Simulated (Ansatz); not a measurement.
Geometry relaxation of Al₂Ru (part 2 of 2)

The same run, continued: Al₂Ru (Fddd, 6 atoms in the cell); DFT PBEsol, scalar-relativistic, plane waves, PAW, no spin polarisation (Ansatz 0.2.0); cutoff 420 eV, 10×10×10 k-mesh, Gaussian smearing of 0.01 eV. The structure derives from a Materials Project entry. It belongs to a series of runs on one base structure; here: volume × 1.02, shape and atoms relaxed.

Geometry of the input (Å; fractional positions):
```
0.0000  4.0142  4.4140
2.3662  0.0000  4.4140
2.3662  4.0142  0.0000
Al 0.0789  0.4211  0.0789
Al 0.4211  0.0789  0.4211
Al 0.1711  0.8289  0.1711
Al 0.8289  0.1711  0.8289
Ru 0.7500  0.7500  0.7500
Ru 0.5000  0.5000  0.5000
```

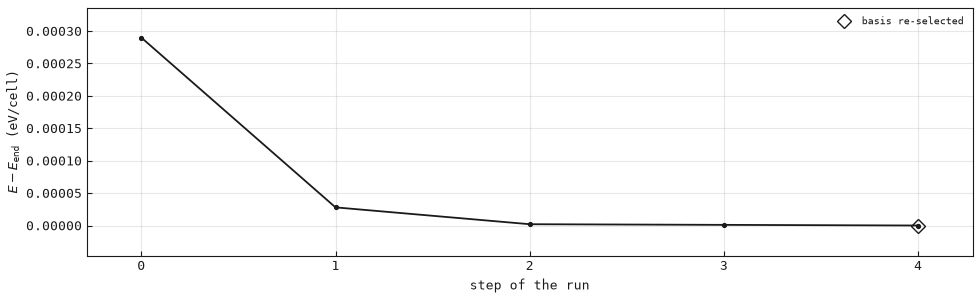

**Figure 1.** Progress of the relaxation, step by step (the first geometry is step 0 here and step 1 in the log). No atom moves by more than 0.005 Å relative to the cell. Among the contacts that change: Al1–Al2 2.747 → 2.755 Å. The space group stays Fddd (No. 70). Over 3 geometry steps the energy falls by 0.3 meV per cell of the calculation. Largest force component: 0.027 eV/Å at the start, 0.00016 eV/Å at the end. The pressure goes from −3.44 to −3.39 GPa. A last SCF at the same geometry on a re-selected plane-wave basis shifts the energy by next to nothing (0.0 meV per cell of the calculation). (Atoms are counted from 1 in the order of the input.)

```
basis re-selected at this cell: Δ(F+E_penalty+E_count) = -1.462e-6 eV, ΔP = +0.000 GPa vs the last step (what re-selecting the basis moved, of the pressure what is left beyond the Pulay correction that the steps carried, after the strain that the cell walked since its last selection, with what the two solves' SCF thresholds leave and, on support functions, any second-order correction that the steps lacked; it is no measure of the basis error at this ecutwfc). This SCF's stress stands 2.02e-3 GPa from its target on what of the cell is left free (relax.cell.stress_tol is 1.00e-2 GPa) and its largest allowed force component is 1.62e-4 eV/Å (relax.f_tol is 1.00e-3 eV/Å): within both
SCF converged after 8 iterations
Free energy (F): -13735.302576 eV
Harris-Foulkes:  -13735.302576 eV  (|F-HF|=5.46e-12)
Internal energy: -13735.302576 eV  (E = F + TS)
E sigma→0 (E₀):  -13735.302576 eV
Fermi energy:    13.827894 eV
--- Per-component energies (eV) ---
  E_band       = -301.287853
  E_kinetic    = 1131.114138
  E_local      = -4238.106922  (includes V_loc(G=0)·N_el)
  E_nonlocal   = 732.570436
  E_hartree    = 1567.313005
  E_xc         = -541.032272
  E_vxc        = -599.768850  (∫ρ·V_xc dr)
  E_paw        = -8619.841108  (= ΣΔE_a)
  E_vpaw       = -461.722260  (= ΣTr[D̂ρ^β])
  E_aug_tail   = -0.000405  (compensation charges beyond the density's cutoff)
  E_ewald      = -3767.902597
  E_core_change = 0.583148  (= ΣΔE_core)
  E_smearing   = -0.000000  (= −TS)
  E_closure    = -0.000000  (closes the sum)
  Σ components = -13735.302576   (vs F -13735.302576, Δ=0.00e0)
--- Forces (eV/Å), atoms counted from 1 ---
  atom   1  Al     0.00000000    -0.00016246     0.00000000
  atom   2  Al     0.00000000     0.00016246     0.00000000
  atom   3  Al     0.00000000     0.00016246     0.00000000
  atom   4  Al     0.00000000    -0.00016246     0.00000000
  atom   5  Ru     0.00000000     0.00000000     0.00000000
  atom   6  Ru    -0.00000000     0.00000000     0.00000000
  max |Σ_I F_I| component: 0.00e0 eV/Å
--- Stress (GPa, compression-positive) ---
       -3.386788       0.000000       0.000000
        0.000000      -3.389011       0.000000
        0.000000       0.000000      -3.390617
  P = ⅓ Tr σ = -3.3888 GPa (-33.888 kbar)
--- Band table (eV; the first three rows and the last of 171) ---
  k-point 0: bands = ["-58.6863", "-58.6746", "-28.8387", "-28.7583", "-28.7559", "-28.7049", "-28.6940", "-28.6922", "2.8665", "7.6486", "9.2273", "9.2603", "9.7391", "10.1797", "10.3824", "10.4381", "10.5822", "10.8967", "11.8192", "12.5486", "12.5695", "13.7905", "15.4373", "16.0555", "16.1075", "16.3152", "16.5128", "17.1556"]
  k-point 1: bands = ["-58.6861", "-58.6748", "-28.8377", "-28.7648", "-28.7503", "-28.7055", "-28.6942", "-28.6919", "2.9832", "7.6515", "8.8412", "9.2707", "9.4865", "10.3881", "10.4407", "10.5870", "10.7640", "10.9439", "11.7329", "12.4842", "12.5745", "13.2943", "15.3253", "15.5179", "16.0141", "16.2517", "16.5193", "17.4321"]
  k-point 2: bands = ["-58.6854", "-58.6754", "-28.8350", "-28.7727", "-28.7452", "-28.7066", "-28.6948", "-28.6911", "3.3283", "7.6135", "8.2273", "9.0168", "9.4842", "10.2931", "10.3949", "10.7714", "10.9458", "11.4299", "11.6696", "12.2312", "12.4516", "12.6605", "14.6565", "15.3752", "15.8722", "15.9991", "17.0174", "17.7133"]
  k-point 170: bands = ["-58.6804", "-58.6804", "-28.7998", "-28.7998", "-28.7386", "-28.7386", "-28.6851", "-28.6851", "4.7797", "4.7797", "8.6992", "8.6992", "10.1218", "10.1218", "10.3671", "10.3671", "11.4718", "11.4718", "12.2448", "12.2448", "12.4471", "12.4471", "15.9983", "15.9983", "16.1949", "16.1949", "17.3792", "17.3792"]
--- Relaxed structure (4 steps of the walk, 4 accepted, 1 SCFs on fresh bases) ---
  F+E_penalty+E_count = -13735.30257617 eV   max|allowed force component| = 1.625e-4 eV/Å   (the final SCF, on the basis selected at the relaxed cell)
  cell:  # Å, volume = 83.8524 Å³
    - [0.0, 4.018393234736184, 4.40892838071431]
    - [2.366466052812181, 0.0, 4.40892838071431]
    - [2.366466052812181, 4.018393234736184, 0.0]
  atoms:
    - { symbol: Al, position: [0.07860615855362235, 0.4213938414463776, 0.07860615855362243] }
    - { symbol: Al, position: [0.4213938414463776, 0.07860615855362232, 0.4213938414463776] }
    - { symbol: Al, position: [0.1713938414463776, 0.8286061585536223, 0.17139384144637765] }
    - { symbol: Al, position: [0.8286061585536224, 0.17139384144637754, 0.8286061585536224] }
    - { symbol: Ru, position: [0.7499999999999999, 0.7499999999999999, 0.7500000000000001] }
    - { symbol: Ru, position: [0.49999999999999994, 0.49999999999999994, 0.5] }
```

Trajectory as extended XYZ (Å, eV, eV/Å), 5 frames, from step=1 to step=5
```
6
Lattice="0.0000 4.0142 4.4140 2.3662 0.0000 4.4140 2.3662 4.0142 0.0000" Properties=species:S:1:pos:R:3:forces:R:3 step=1 energy=-13735.30229 pressure_GPa=-3.44
Al    1.1831    0.6337    2.2070    0.0000  -0.0269   0.0000
Al    1.1831    3.3805    2.2070    0.0000   0.0269   0.0000
Al    2.3662    1.3734    4.4140    0.0000   0.0269   0.0000
Al    2.3662    6.6550    4.4140    0.0000  -0.0269   0.0000
Ru    3.5493    6.0213    6.6210    0.0000   0.0000   0.0000
Ru    2.3662    4.0142    4.4140    0.0000   0.0000   0.0000
6
Lattice="0.0000 4.0191 4.4104 2.3653 0.0000 4.4104 2.3653 4.0191 0.0000" Properties=species:S:1:pos:R:3:forces:R:3 step=2 energy=-13735.30255 pressure_GPa=-3.39
Al    1.1826    0.6323    2.2052    0.0000  -0.0016   0.0000
Al    1.1826    3.3868    2.2052    0.0000   0.0016   0.0000
Al    2.3653    1.3773    4.4104    0.0000   0.0016   0.0000
Al    2.3653    6.6609    4.4104    0.0000  -0.0016   0.0000
Ru    3.5479    6.0286    6.6156    0.0000   0.0000   0.0000
Ru    2.3653    4.0191    4.4104    0.0000   0.0000   0.0000
6
Lattice="0.0000 4.0183 4.4086 2.3667 0.0000 4.4086 2.3667 4.0183 0.0000" Properties=species:S:1:pos:R:3:forces:R:3 step=3 energy=-13735.30257 pressure_GPa=-3.39
Al    1.1833    0.6317    2.2043    0.0000  -0.0004   0.0000
Al    1.1833    3.3866    2.2043    0.0000   0.0004   0.0000
Al    2.3667    1.3775    4.4086    0.0000   0.0004   0.0000
Al    2.3667    6.6592    4.4086    0.0000  -0.0004   0.0000
Ru    3.5500    6.0275    6.6128    0.0000   0.0000   0.0000
Ru    2.3667    4.0183    4.4086    0.0000   0.0000   0.0000
6
Lattice="0.0000 4.0184 4.4089 2.3665 0.0000 4.4089 2.3665 4.0184 0.0000" Properties=species:S:1:pos:R:3:forces:R:3 step=4 energy=-13735.30257 pressure_GPa=-3.39
Al    1.1832    0.6317    2.2045    0.0000  -0.0002   0.0000
Al    1.1832    3.3867    2.2045    0.0000   0.0002   0.0000
Al    2.3665    1.3775    4.4089    0.0000   0.0002   0.0000
Al    2.3665    6.6593    4.4089    0.0000  -0.0002   0.0000
Ru    3.5497    6.0276    6.6134    0.0000   0.0000   0.0000
Ru    2.3665    4.0184    4.4089    0.0000   0.0000   0.0000
6
Lattice="0.0000 4.0184 4.4089 2.3665 0.0000 4.4089 2.3665 4.0184 0.0000" Properties=species:S:1:pos:R:3:forces:R:3 step=5 energy=-13735.30258 pressure_GPa=-3.39
Al    1.1832    0.6317    2.2045    0.0000  -0.0002   0.0000
Al    1.1832    3.3867    2.2045    0.0000   0.0002   0.0000
Al    2.3665    1.3775    4.4089    0.0000   0.0002   0.0000
Al    2.3665    6.6593    4.4089    0.0000  -0.0002   0.0000
Ru    3.5497    6.0276    6.6134    0.0000   0.0000   0.0000
Ru    2.3665    4.0184    4.4089    0.0000   0.0000   0.0000
```

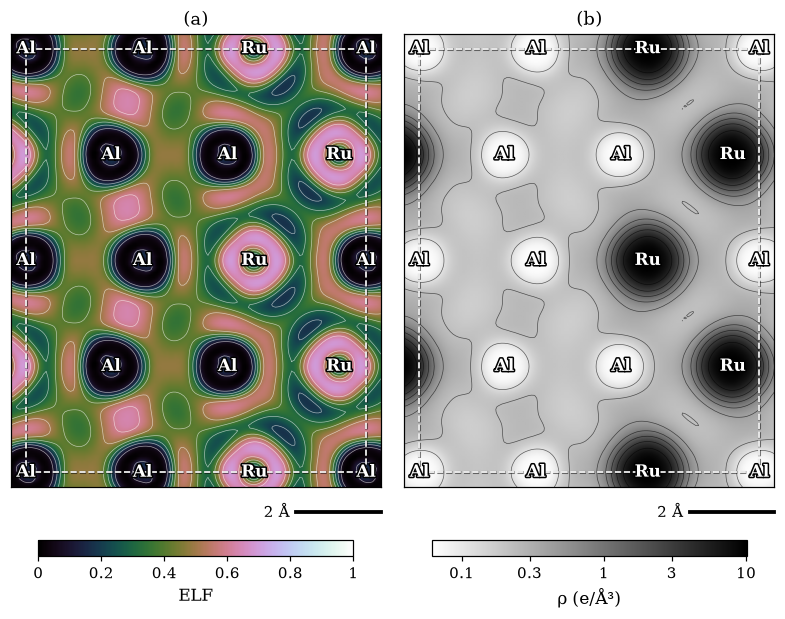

**Figure 2.** (a) ELF; (b) valence electron density on the (101) plane of the conventional cell. Al–Ru (2.58 Å): the density is about 0.38 e/Å³ at the midpoint; the ELF is about 0.40 at the midpoint. Al–Al (2.61 Å): ρ is about 0.25 e/Å³ halfway; the ELF peaks at about 0.65 between the atoms. Al–Ru (2.64 Å): ρ at the midpoint is about 0.34 e/Å³; the ELF is about 0.40 at the midpoint. Al–Al (2.75 Å): ρ is about 0.2 e/Å³ halfway; the ELF is about 0.50 at the midpoint. Away from the nuclei the density in this plane falls to 0.17 e/Å³ at its lowest. The strong features right at Ru lie inside the PAW spheres (semicore, d or f shells) and say nothing about bonding. The fields are those of the smooth PAW valence density.

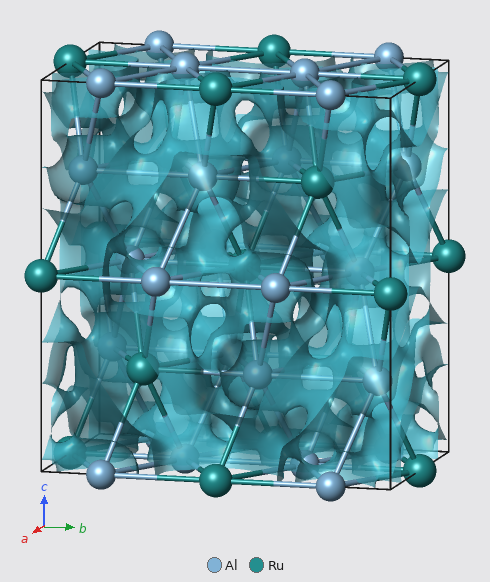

**Figure 3.** Isosurface of the electron localisation function at 0.45 (cyan), seen slightly off an axis. Only the valence region is drawn (cores and ρ < 0.01 e/Å³ removed). Sticks mark near contacts. The outline is the cell set on symmetry axes. The ELF exceeds this value in one network that runs through the whole crystal, counted in one cell of 24 atoms. Along the contacts the grid gives the following. Al–Ru (2.58 Å): the ELF is about 0.40 at the midpoint. Al–Al (2.61 Å): the ELF peaks at about 0.65 between the atoms.

Key numbers

- outcome: converged
- space group (tolerance 0.01 Å): Fddd (70)
- electrons treated: 44
- free energy: −13735.3026 eV
- Fermi energy: 13.828 eV
- gap on the k-point mesh: 0.08 eV
- pressure: −3.39 GPa
- final volume: 83.85 Å³
- largest force (length of the vector) at the end: under 0.001 eV/Å
- final cell: a = 5.965 Å, b = 5.004 Å, c = 4.663 Å, α = 76.11°, β = 54.52°, γ = 49.37°
- hardware: 2 threads of Intel Xeon (Sapphire Rapids), 32 GiB of memory available, shared host
- wall time: 41 s (CPU time 81 s)
- peak memory: 0.65 GiB
